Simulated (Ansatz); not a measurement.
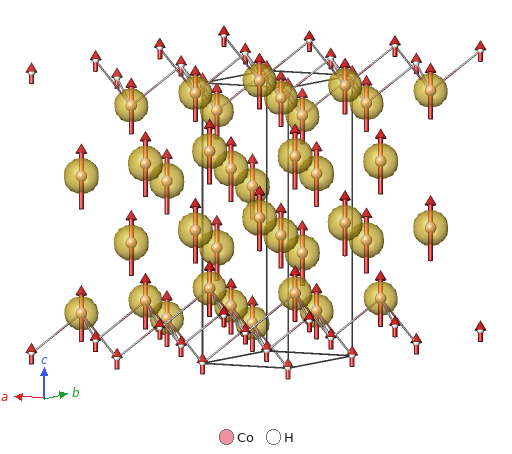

The picture shows: Co4H. Isosurface of the size of the magnetisation density at 0.8 e/Å³ (yellow), with the spin moments of the magnetic sites as arrows; seen at an oblique angle.

Space group P-3m1; a structure from a database of computed crystals, not necessarily the ambient phase; computed pressure about −6 GPa in this cell.

Computed with DFT PBEsol, spin-orbit coupling, plane waves, PAW (Ansatz 0.2.0).

In a PAW calculation such maps are meaningful between the atoms, not at the nuclei.

```
CELL_PARAMETERS angstrom
2.51720 0.00000 0.00000
-1.25860 2.17996 0.00000
0.00000 0.00000 8.09400
ATOMIC_POSITIONS crystal
Co 0.33333 0.66667 0.86586
Co 0.33333 0.66667 0.37680
Co 0.66667 0.33333 0.13414
Co 0.66667 0.33333 0.62320
H 0.00000 0.00000 0.00000
```

Describe the magnetic structure.

Spin moments: Co 1.4 to 1.6 μB and H 0.5 μB. All point the same way (ferromagnetic), along [0 0 1] of the cell.
